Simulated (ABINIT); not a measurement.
## BaTiO$_{3}$: effective mass calculation (part 3 of 3)

The same run, continued: BaTiO$_{3}$ (5 atoms in the cell); Kohn-Sham DFT of a periodic cell, PBEsol, PseudoDojo NC SR PBEsol v0.4.1 standard, no spin polarisation (ABINIT 10.8.3); cutoff 1034.03 eV, 5×5×5 k-mesh, fixed occupations. The structure derives from an entry of the Crystallography Open Database.

Geometry of the input (Å; fractional positions):
```
3.9998  0.0000  0.0000
0.0000  3.9998  0.0000
0.0000  0.0000  4.0180
Ba 0.0000  0.0000  0.0000
Ti 0.5000  0.5000  0.4900
O  0.0000  0.5000  0.5170
O  0.5000  0.0000  0.5170
O  0.5000  0.5000  0.0190
```

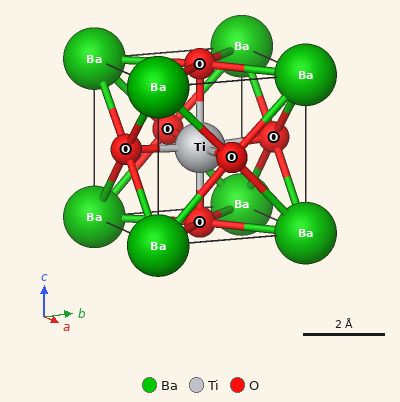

Fig. 1: The input geometry (ball-and-stick view of the cell of the calculation, seen slightly off an axis).

### What the program printed, continued
```
--------------------------------------------------------------------------------
 Perturbation wavevector (in red.coord.)   0.000000  0.000000  0.000000
 Perturbation : derivative vs k along direction   1
 The set of symmetries contains only one element for this perturbation.
 symkpt : not enough symmetry to change the number of k points.

--------------------------------------------------------------------------------

--------------------------------------------------------------------------------

 Initialisation of the first-order wave-functions :
  ireadwf=   0

--- !BeginCycle
iteration_state: {dtset: 3, }
solver: {iscf: -3, nstep: 200, nline: 4, wfoptalg: 0, }
tolerances: {tolwfr: 1.00E-20, }
...

     iter   2DEtotal(Ha)        deltaE(Ha) residm    vres2
-ETOT  1  -34.223068672131     -3.422E+01 1.867E-01 0.000E+00
 ETOT  2  -34.321137853388     -9.807E-02 4.073E-02 0.000E+00
 ETOT  3  -34.322911155389     -1.773E-03 8.268E-03 0.000E+00
 ETOT  4  -34.322960233182     -4.908E-05 1.058E-02 0.000E+00
 ETOT  5  -34.322962026018     -1.793E-06 2.115E-03 0.000E+00
 ETOT  6  -34.322962099431     -7.341E-08 3.125E-03 0.000E+00
 ETOT  7  -34.322962102680     -3.250E-09 6.209E-04 0.000E+00
 ETOT  8  -34.322962102832     -1.518E-10 9.420E-04 0.000E+00
 ETOT  9  -34.322962102839     -7.297E-12 1.878E-04 0.000E+00
 ETOT 10  -34.322962102840     -3.908E-13 2.909E-04 0.000E+00
[... 70 further cycles ...]
 ETOT 81  -34.322962102840      1.421E-14 3.420E-19 0.000E+00
 ETOT 82  -34.322962102840     -1.421E-14 5.744E-19 0.000E+00
 ETOT 83  -34.322962102840     -7.105E-15 1.416E-19 0.000E+00
 ETOT 84  -34.322962102840      7.105E-15 2.378E-19 0.000E+00
 ETOT 85  -34.322962102840      0.000E+00 5.866E-20 0.000E+00
 ETOT 86  -34.322962102840      7.105E-15 9.845E-20 0.000E+00
 ETOT 87  -34.322962102840      7.105E-15 2.429E-20 0.000E+00
 ETOT 88  -34.322962102840      0.000E+00 4.076E-20 0.000E+00
 ETOT 89  -34.322962102840      7.105E-15 1.006E-20 0.000E+00
 ETOT 90  -34.322962102840      0.000E+00 9.746E-21 0.000E+00

 At SCF step   90   max residual=  9.75E-21 < tolwfr=  1.00E-20 =>converged.
================================================================================

 ----iterations are completed or convergence reached----

 Mean square residual over all n,k,spin=   56.184E-22; max=  97.457E-22
 dfpt_looppert : ek2=    5.5280942331E+01
          f-sum rule ratio=    1.2523244242E+00
 Expectation of eigenvalue derivatives (hartree) for nkpt=   2  k points:
  (in case of degenerate eigenvalues, averaged derivative)
 kpt#   1, nband= 26, wtk=  0.50000, kpt=  0.4000  0.4000  0.4000 (reduced coord)
   0.00007    0.00018   -0.00163   -0.00168    0.00488    0.03314    0.01844    0.00648
  -0.02506   -0.03648   -0.07298   -0.04979   -0.01747   -0.04972    0.06802    0.00411
   0.00306    0.04039    0.04704    0.04210    0.05154    0.03826    0.04253   -0.06990
   0.00374   -0.11287
 prteigrs : prtvol=0 or 1, do not print more k-points.

 2DEtotal=   -0.3432296210E+02 Ha. Also 2DEtotal=   -0.933975378887E+03 eV
    (  non-var. 2DEtotal :   -3.4322962103E+01 Ha)

--------------------------------------------------------------------------------
 Perturbation wavevector (in red.coord.)   0.000000  0.000000  0.000000
 Perturbation : derivative vs k along direction   2
 The set of symmetries contains only one element for this perturbation.
 symkpt : not enough symmetry to change the number of k points.

--------------------------------------------------------------------------------

--------------------------------------------------------------------------------

 Initialisation of the first-order wave-functions :
  ireadwf=   0

--- !BeginCycle
iteration_state: {dtset: 3, }
solver: {iscf: -3, nstep: 200, nline: 4, wfoptalg: 0, }
tolerances: {tolwfr: 1.00E-20, }
...

     iter   2DEtotal(Ha)        deltaE(Ha) residm    vres2
-ETOT  1  -34.223073734495     -3.422E+01 1.867E-01 0.000E+00
 ETOT  2  -34.321145591066     -9.807E-02 4.073E-02 0.000E+00
 ETOT  3  -34.322918956445     -1.773E-03 8.268E-03 0.000E+00
 ETOT  4  -34.322968036333     -4.908E-05 1.058E-02 0.000E+00
 ETOT  5  -34.322969829297     -1.793E-06 2.115E-03 0.000E+00
 ETOT  6  -34.322969902718     -7.342E-08 3.125E-03 0.000E+00
 ETOT  7  -34.322969905968     -3.250E-09 6.209E-04 0.000E+00
 ETOT  8  -34.322969906120     -1.516E-10 9.420E-04 0.000E+00
 ETOT  9  -34.322969906128     -7.489E-12 1.878E-04 0.000E+00
 ETOT 10  -34.322969906128     -4.121E-13 2.909E-04 0.000E+00
[... 70 further cycles ...]
 ETOT 81  -34.322969906128     -1.421E-14 3.420E-19 0.000E+00
 ETOT 82  -34.322969906128      0.000E+00 5.744E-19 0.000E+00
 ETOT 83  -34.322969906128      1.421E-14 1.416E-19 0.000E+00
 ETOT 84  -34.322969906128     -1.421E-14 2.378E-19 0.000E+00
 ETOT 85  -34.322969906128      7.105E-15 5.865E-20 0.000E+00
 ETOT 86  -34.322969906128      7.105E-15 9.845E-20 0.000E+00
 ETOT 87  -34.322969906128     -7.105E-15 2.429E-20 0.000E+00
 ETOT 88  -34.322969906128     -7.105E-15 4.076E-20 0.000E+00
 ETOT 89  -34.322969906128      1.421E-14 1.006E-20 0.000E+00
 ETOT 90  -34.322969906128      0.000E+00 9.845E-21 0.000E+00

 At SCF step   90   max residual=  9.84E-21 < tolwfr=  1.00E-20 =>converged.
================================================================================

 ----iterations are completed or convergence reached----

 Mean square residual over all n,k,spin=   58.052E-22; max=  98.448E-22
 dfpt_looppert : ek2=    5.5280942331E+01
          f-sum rule ratio=    1.2523248029E+00
 Expectation of eigenvalue derivatives (hartree) for nkpt=   2  k points:
  (in case of degenerate eigenvalues, averaged derivative)
 kpt#   1, nband= 26, wtk=  0.50000, kpt=  0.4000  0.4000  0.4000 (reduced coord)
   0.00007    0.00018   -0.00163   -0.00168    0.00488    0.03314    0.01844    0.00648
  -0.02506   -0.03648   -0.07298   -0.04979   -0.01747   -0.04972    0.06802    0.00411
   0.00306    0.04039    0.04704    0.04210    0.05154    0.03826    0.04253   -0.06990
   0.00374   -0.11287
 prteigrs : prtvol=0 or 1, do not print more k-points.

 2DEtotal=   -0.3432296991E+02 Ha. Also 2DEtotal=   -0.933975591225E+03 eV
    (  non-var. 2DEtotal :   -3.4322969906E+01 Ha)

--------------------------------------------------------------------------------
 Perturbation wavevector (in red.coord.)   0.000000  0.000000  0.000000
 Perturbation : derivative vs k along direction   3
 The set of symmetries contains only one element for this perturbation.
 symkpt : not enough symmetry to change the number of k points.

--------------------------------------------------------------------------------

--------------------------------------------------------------------------------

 Initialisation of the first-order wave-functions :
  ireadwf=   0

--- !BeginCycle
iteration_state: {dtset: 3, }
solver: {iscf: -3, nstep: 200, nline: 4, wfoptalg: 0, }
tolerances: {tolwfr: 1.00E-20, }
...

     iter   2DEtotal(Ha)        deltaE(Ha) residm    vres2
-ETOT  1  -34.002984149453     -3.400E+01 1.898E-01 0.000E+00
 ETOT  2  -34.066602838134     -6.362E-02 9.577E-02 0.000E+00
 ETOT  3  -34.067501466042     -8.986E-04 1.024E-02 0.000E+00
 ETOT  4  -34.067521276424     -1.981E-05 2.314E-02 0.000E+00
 ETOT  5  -34.067522057692     -7.813E-07 1.786E-03 0.000E+00
 ETOT  6  -34.067522091922     -3.423E-08 4.798E-03 0.000E+00
 ETOT  7  -34.067522093517     -1.595E-09 3.747E-04 0.000E+00
 ETOT  8  -34.067522093594     -7.712E-11 1.034E-03 0.000E+00
 ETOT  9  -34.067522093597     -3.681E-12 8.284E-05 0.000E+00
 ETOT 10  -34.067522093598     -3.055E-13 2.296E-04 0.000E+00
 ETOT 11  -34.067522093598      5.684E-14 1.852E-05 0.000E+00
 ETOT 12  -34.067522093598      7.105E-15 5.173E-05 0.000E+00
 ETOT 13  -34.067522093598     -4.974E-14 4.192E-06 0.000E+00
 ETOT 14  -34.067522093598      2.132E-14 1.175E-05 0.000E+00
 ETOT 15  -34.067522093598     -4.974E-14 9.522E-07 0.000E+00
 ETOT 16  -34.067522093598      2.132E-14 2.684E-06 0.000E+00
 ETOT 17  -34.067522093598      0.000E+00 2.174E-07 0.000E+00
 ETOT 18  -34.067522093598      0.000E+00 6.150E-07 0.000E+00
 ETOT 19  -34.067522093598      0.000E+00 4.975E-08 0.000E+00
 ETOT 20  -34.067522093598     -1.421E-14 1.413E-07 0.000E+00
 ETOT 21  -34.067522093598      1.421E-14 1.142E-08 0.000E+00
 ETOT 22  -34.067522093598      7.105E-15 3.254E-08 0.000E+00
 ETOT 23  -34.067522093598     -7.105E-15 2.626E-09 0.000E+00
 ETOT 24  -34.067522093598      0.000E+00 7.508E-09 0.000E+00
 ETOT 25  -34.067522093598      0.000E+00 6.053E-10 0.000E+00
 ETOT 26  -34.067522093598      0.000E+00 1.735E-09 0.000E+00
 ETOT 27  -34.067522093598      0.000E+00 1.397E-10 0.000E+00
 ETOT 28  -34.067522093598      7.105E-15 4.013E-10 0.000E+00
 ETOT 29  -34.067522093598      0.000E+00 3.231E-11 0.000E+00
 ETOT 30  -34.067522093598      0.000E+00 9.296E-11 0.000E+00
 ETOT 31  -34.067522093598      0.000E+00 7.479E-12 0.000E+00
 ETOT 32  -34.067522093598      1.421E-14 2.155E-11 0.000E+00
 ETOT 33  -34.067522093598     -1.421E-14 1.733E-12 0.000E+00
 ETOT 34  -34.067522093598      7.105E-15 5.002E-12 0.000E+00
 ETOT 35  -34.067522093598     -7.105E-15 4.021E-13 0.000E+00
 ETOT 36  -34.067522093598      0.000E+00 1.162E-12 0.000E+00
 ETOT 37  -34.067522093598     -7.105E-15 9.338E-14 0.000E+00
 ETOT 38  -34.067522093598      2.842E-14 2.700E-13 0.000E+00
 ETOT 39  -34.067522093598     -2.132E-14 2.170E-14 0.000E+00
 ETOT 40  -34.067522093598     -7.105E-15 6.277E-14 0.000E+00
 ETOT 41  -34.067522093598      0.000E+00 5.046E-15 0.000E+00
 ETOT 42  -34.067522093598      0.000E+00 1.460E-14 0.000E+00
 ETOT 43  -34.067522093598      7.105E-15 1.174E-15 0.000E+00
 ETOT 44  -34.067522093598      0.000E+00 3.399E-15 0.000E+00
 ETOT 45  -34.067522093598     -7.105E-15 2.733E-16 0.000E+00
 ETOT 46  -34.067522093598      0.000E+00 7.915E-16 0.000E+00
 ETOT 47  -34.067522093598      0.000E+00 6.365E-17 0.000E+00
 ETOT 48  -34.067522093598     -1.421E-14 1.844E-16 0.000E+00
 ETOT 49  -34.067522093598     -7.105E-15 1.483E-17 0.000E+00
 ETOT 50  -34.067522093598      1.421E-14 4.297E-17 0.000E+00
 ETOT 51  -34.067522093598      2.132E-14 3.456E-18 0.000E+00
 ETOT 52  -34.067522093598     -1.421E-14 1.002E-17 0.000E+00
 ETOT 53  -34.067522093598      1.421E-14 8.059E-19 0.000E+00
 ETOT 54  -34.067522093598     -2.132E-14 2.335E-18 0.000E+00
 ETOT 55  -34.067522093598     -7.105E-15 1.880E-19 0.000E+00
 ETOT 56  -34.067522093598      7.105E-15 5.446E-19 0.000E+00
 ETOT 57  -34.067522093598      0.000E+00 4.385E-20 0.000E+00
 ETOT 58  -34.067522093598      7.105E-15 1.271E-19 0.000E+00
 ETOT 59  -34.067522093598     -7.105E-15 1.023E-20 0.000E+00
 ETOT 60  -34.067522093598      0.000E+00 9.746E-21 0.000E+00

 At SCF step   60   max residual=  9.75E-21 < tolwfr=  1.00E-20 =>converged.
================================================================================

 ----iterations are completed or convergence reached----

 Mean square residual over all n,k,spin=   57.765E-22; max=  97.457E-22
 dfpt_looppert : ek2=    5.4781273592E+01
          f-sum rule ratio=    1.2542574144E+00
 Expectation of eigenvalue derivatives (hartree) for nkpt=   2  k points:
  (in case of degenerate eigenvalues, averaged derivative)
 kpt#   1, nband= 26, wtk=  0.50000, kpt=  0.4000  0.4000  0.4000 (reduced coord)
   0.00006   -0.00333    0.00018    0.00017    0.00462    0.04981   -0.00451    0.01184
  -0.04052   -0.01884   -0.07347   -0.05198   -0.06874    0.00095    0.05858    0.00513
   0.01217    0.07223    0.05668    0.00627    0.03397    0.05468    0.03848    0.01806
  -0.10884   -0.09519
 prteigrs : prtvol=0 or 1, do not print more k-points.

 2DEtotal=   -0.3406752209E+02 Ha. Also 2DEtotal=   -0.927024502132E+03 eV
    (  non-var. 2DEtotal :   -3.4067522093E+01 Ha)

 CALCULATION OF EFFECTIVE MASSES
 NOTE : Additional infos (eff. mass eigenvalues, eigenvectors and, if degenerate, average mass) are available in stdout.

--- !WARNING
message: |

    Band(s)    20,
    are not band extrema, but saddle points;
    the transport equivalent formalism breaks down in these conditions.
    The associated tensor(s) will therefore not be printed.
...

 K-point ( 0.400, 0.400, 0.400) | band =    20
 Effective mass tensor:
     *** SADDLE POINT: TRANSPORT EQV. EFF. MASS NOT DEFINED (see WARNING above) ***
 Angular average effective mass 1/(<1/m>)= -12.2962198222
 Angular average effective mass for Frohlich model (<m**0.5>)**2=  -8.5003903923
 Effective masses along directions: (cart. coord. / red. coord. -> eff. mass)
    1:   1.000000  0.000000  0.000000 /   1.000000  0.000000  0.000000 ->  -7.6623955070
    2:   0.000000  1.000000  0.000000 /   0.000000  1.000000  0.000000 ->  -7.6624367750
    3:   0.000000  0.000000  1.000000 /   0.000000  0.000000  1.000000 ->  58.6962799015
    4:   0.707107  0.707107  0.000000 /   0.707107  0.707107  0.000000 ->   7.7503173146
    5:   0.577350  0.577350  0.577350 /   0.576475  0.576475  0.579098 ->  -4.2658624469

 K-point ( 0.000, 0.000, 0.000) | band =    21
 Effective mass tensor:
              0.4042488746             -0.0000000001              0.0000000000
             -0.0000000001              0.4042488745             -0.0000000000
              0.0000000000             -0.0000000000              6.3479178033
 Effective mass tensor eigenvalues:
              0.4042488744              0.4042488747              6.3479178033
 Angular average effective mass 1/(<1/m>)=   0.5876615448
 Angular average effective mass for Frohlich model (<m**0.5>)**2=   0.7473590993
 Effective masses along directions: (cart. coord. / red. coord. -> eff. mass)
    1:   1.000000  0.000000  0.000000 /   1.000000  0.000000  0.000000 ->   0.4042488746
    2:   0.000000  1.000000  0.000000 /   0.000000  1.000000  0.000000 ->   0.4042488745
    3:   0.000000  0.000000  1.000000 /   0.000000  0.000000  1.000000 ->   6.3479178033
    4:   0.707107  0.707107  0.000000 /   0.707107  0.707107  0.000000 ->   0.4042488744
    5:   0.577350  0.577350  0.577350 /   0.576475  0.576475  0.579098 ->   0.5876615446

 END OF EFFECTIVE MASSES SECTION

================================================================================

 ---- first-order wavefunction calculations are completed ----

 Total localisation tensor (bohr^2) in cartesian coordinates
  WARNING : still subject to testing - especially symmetries.
      direction              matrix element
   alpha     beta       real part   imaginary part
     1        1       1.4173607123    0.0000000000
     1        2       0.0000000000    0.0000000000
     1        3       0.0000000000    0.0000000000
     2        1       0.0000000000    0.0000000000
     2        2       1.4173625705    0.0000000000
     2        3       0.0000000000    0.0000000000
     3        1       0.0000000000    0.0000000000
     3        2       0.0000000000    0.0000000000
     3        3       1.3702322051    0.0000000000

 respfn : d/dk was computed, but no 2DTE, so no DDB output.

== END DATASET(S) ==============================================================
================================================================================

 -outvars: echo values of variables after computation  --------
            acell      1.0000000000E+00  1.0000000000E+00  1.0000000000E+00 Bohr
           etotal1    -1.3719333277E+02
           etotal3    -3.4067522094E+01
            fcart1    -0.0000000000E+00 -0.0000000000E+00  6.5746734858E-04
                      -0.0000000000E+00 -0.0000000000E+00 -3.6640796363E-03
                      -0.0000000000E+00 -0.0000000000E+00 -2.1123489021E-03
                      -0.0000000000E+00 -0.0000000000E+00 -2.1123489021E-03
                      -0.0000000000E+00 -0.0000000000E+00  7.2313100920E-03
            rprim      7.5585265533E+00  0.0000000000E+00  0.0000000000E+00
                       0.0000000000E+00  7.5585265533E+00  0.0000000000E+00
                       0.0000000000E+00  0.0000000000E+00  7.5929195687E+00
           strten1     1.4195757171E-04  1.4195757171E-04  1.1145345190E-04
                       0.0000000000E+00  0.0000000000E+00  0.0000000000E+00
           xangst      0.0000000000E+00  0.0000000000E+00  0.0000000000E+00
                       1.9998999986E+00  1.9998999986E+00  1.9688199987E+00
                       0.0000000000E+00  1.9998999986E+00  2.0773059986E+00
                       1.9998999986E+00  0.0000000000E+00  2.0773059986E+00
                       1.9998999986E+00  1.9998999986E+00  7.6341999948E-02
             xred      0.0000000000E+00  0.0000000000E+00  0.0000000000E+00
                       5.0000000000E-01  5.0000000000E-01  4.9000000000E-01
                       0.0000000000E+00  5.0000000000E-01  5.1700000000E-01
                       5.0000000000E-01  0.0000000000E+00  5.1700000000E-01
                       5.0000000000E-01  5.0000000000E-01  1.9000000000E-02
 Calculation completed.
```

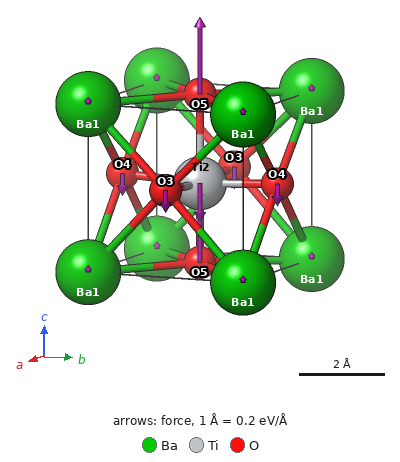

Fig. 2: Forces on the atoms as pink arrows (ball-and-stick view of the cell of the calculation, seen slightly off an axis; atoms are numbered from 1 in the order of the input). The largest act on O5 (0.37 eV/Å); Ti2 (0.19 eV/Å). The geometry is not a stationary point of this energy.

### Summary

- outcome: converged
- space group (tolerance 0.01 Å): P4mm (99)
- electrons treated: 40
- free energy: −3733.2208 eV
- Fermi energy: 6.339 eV
- pressure: −3.88 GPa
- largest force (length of the vector): 0.372 eV/Å
- wall time: 7 min
- peak memory: 0.54 GiB

### Notes

Points of doubt noted for this run: mesh point may not be the band extremum.
